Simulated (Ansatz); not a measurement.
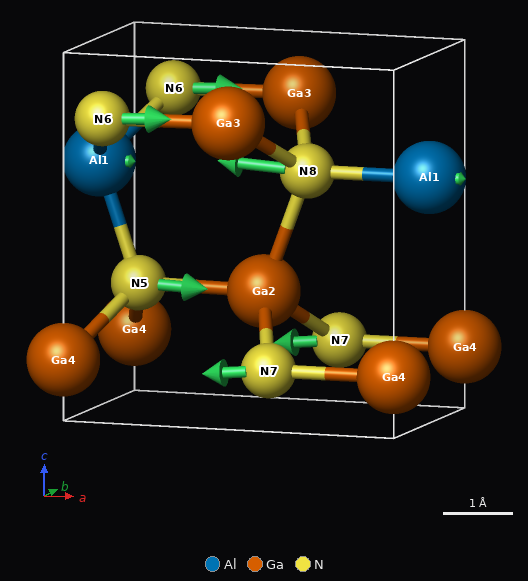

Phonons of a crystal of AlGa$_{3}$N$_{4}$, space group Pm (No. 6), at the zone centre. The optical levels lie at 140, 154, 160, 198, 246, 263, 317, 402, 412, 563, 570, 572 (×2), 591, 609, 634, 657, 664, 698, 707, 715 cm⁻¹. One mode is drawn. The green arrows are the displacements of the atoms (eigenvector over the root of the mass), of arbitrary overall length and sign. Style: ball-and-stick. Shown: the cell of the calculation, slightly off an axis.

Level of theory: DFT LDA, scalar-relativistic, plane waves, PAW in Ansatz 0.2.0. (plane-wave cutoff 420 eV; k-point mesh 6 × 8 × 6; occupations fixed; no spin polarisation)

Frequencies are those without the non-analytic (LO–TO) term.

> Which of these frequencies is the drawn mode's?

The level at 707 cm⁻¹. This is the A′ mode, optical level 19 of 20, counted from below, infrared- and Raman-active by symmetry. The Ga atoms hardly move; it stretches the shortest Al–N bonds (1.88 Å); the kinetic energy is shared as N 99 %, Al 1 %. Its infrared intensity is 0.72 (D/Å)²/amu.
